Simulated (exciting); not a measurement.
# A series of single points on CdSe

System: CdSe (Fm-3m, 2 atoms in the cell).
Method: Kohn-Sham DFT of a periodic cell, PBE, all-electron LAPW+lo, shipped species files, no spin polarisation (exciting sodium).

The 7 runs differ only in the geometry, by an even scaling of the cell at fixed fractional positions. The structure derives from a Materials Project entry.

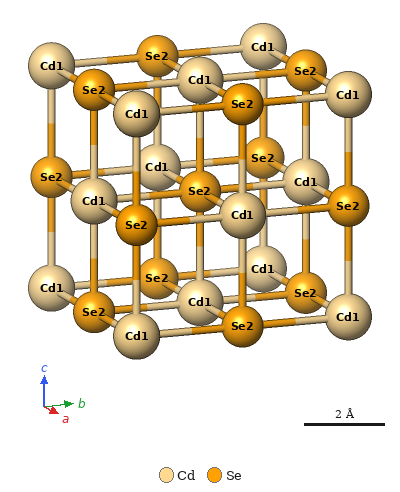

Figure 1. The structure of run 4 (ball-and-stick view of the cell 4 times as large as that of the calculation, set on its symmetry axes, seen slightly off an axis; atoms are numbered from 1 in the order of the input).

## Input of run 4
```
<input>
  <title>CdSe</title>
  <structure speciespath="./" tshift="false">
    <crystal scale="1">
      <basevect>0.000000000000 5.430993513677 5.430993513677</basevect>
      <basevect>5.430993513677 0.000000000000 5.430993513677</basevect>
      <basevect>5.430993513677 5.430993513677 0.000000000000</basevect>
    </crystal>
    <species speciesfile="Cd.xml" rmt="2.3">
      <atom coord="0.000000000000 0.000000000000 0.000000000000"/>
    </species>
    <species speciesfile="Se.xml" rmt="2">
      <atom coord="0.500000000000 0.500000000000 0.500000000000"/>
    </species>
  </structure>
  <groundstate do="fromscratch" ngridk="8 8 8" rgkmax="9" gmaxvr="14" lmaxapw="10" lmaxmat="10" lmaxvr="8" xctype="GGA_PBE" stype="Fermi Dirac" swidth="0.00183747" nempty="10" ValenceRelativity="iora*" epsengy="1e-05" epspot="1e-05" maxscl="60" tforce="true" outputlevel="normal"/>
</input>
```

Command:
```bash
OMP_NUM_THREADS=1 exciting_smp
```

Lattice vectors (Å) and fractional positions of run 4:
```
   0.000000    2.873958    2.873958
   2.873958    0.000000    2.873958
   2.873958    2.873958    0.000000
Cd  0.000000  0.000000  0.000000
Se  0.500000  0.500000  0.500000
```

Run 2 has the same physical settings and fractional positions; its lattice vectors (Å) are:
```
   0.000000    2.835116    2.835116
   2.835116    0.000000    2.835116
   2.835116    2.835116    0.000000
```

## Results, with one run withheld

| run | volume per atom (Å³) | free energy per atom, from the lowest run given (meV) |
| --- | --- | --- |
| 1 | 22.314 | 14.52 |
| 2 | 22.788 | ? |
| 3 | 23.263 | 1.07 |
| 4 | 23.738 | 0.00 |
| 5 | 24.213 | 2.87 |
| 6 | 24.687 | 8.85 |
| 7 | 25.162 | 17.14 |

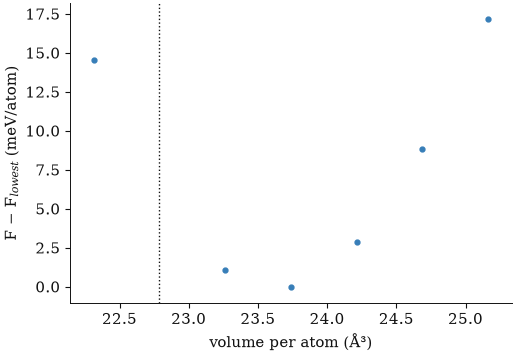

Figure 2. Free energy per atom of the runs given; the dotted line marks run 2.

Estimate the energy of run 2 from the others.

A cubic polynomial in V^(−2/3) (the Birch–Murnaghan form), fitted to the 6 runs given, misses them by at most 0.19 meV per atom. With x = V^(−2/3) − 0.12064 Å⁻², it reads F = 0.59238 − 1229.4 x + 6.6588e+05 x² + 2.336e+06 x³ (meV per atom). At run 2 it gives 5.55 meV per atom, and the run itself gives 5.67. The fit has its minimum at 23.595 Å³ per atom, where V d²F/dV² gives 60 GPa: the bulk modulus at this level, since symmetry fixes the shape and the positions.

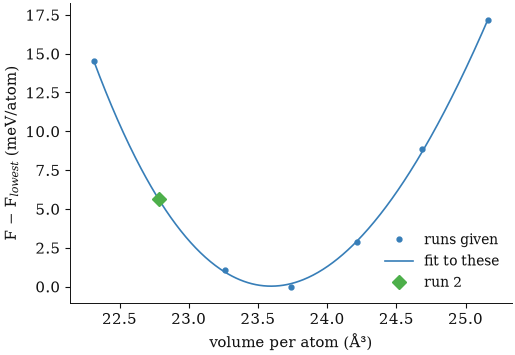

Figure 3. The fit and the withheld run.

## Some lines of the output (run 2)
```
[...]
 Absolute change in total energy   (target) :  0.766805E-04  ( 0.100000E-04)
 Total energy                               :     -8026.29566168
 Fermi energy                               :         0.21235520
 DOS at Fermi energy (states/Ha/cell)       :         6.28578952
 Absolute change in total energy   (target) :  0.222735E-04  ( 0.100000E-04)
 Total energy                               :     -8026.29566569
 Fermi energy                               :         0.21235519
 DOS at Fermi energy (states/Ha/cell)       :         6.28579259
 Absolute change in total energy   (target) :  0.401009E-05  ( 0.100000E-04)
 Total energy                               :     -8026.29566548
 DOS at Fermi energy (states/Ha/cell)       :         6.28579244
 Absolute change in total energy   (target) :  0.201529E-06  ( 0.100000E-04)
 Total energy                               :     -8026.29566549
 DOS at Fermi energy (states/Ha/cell)       :         6.28579241
```
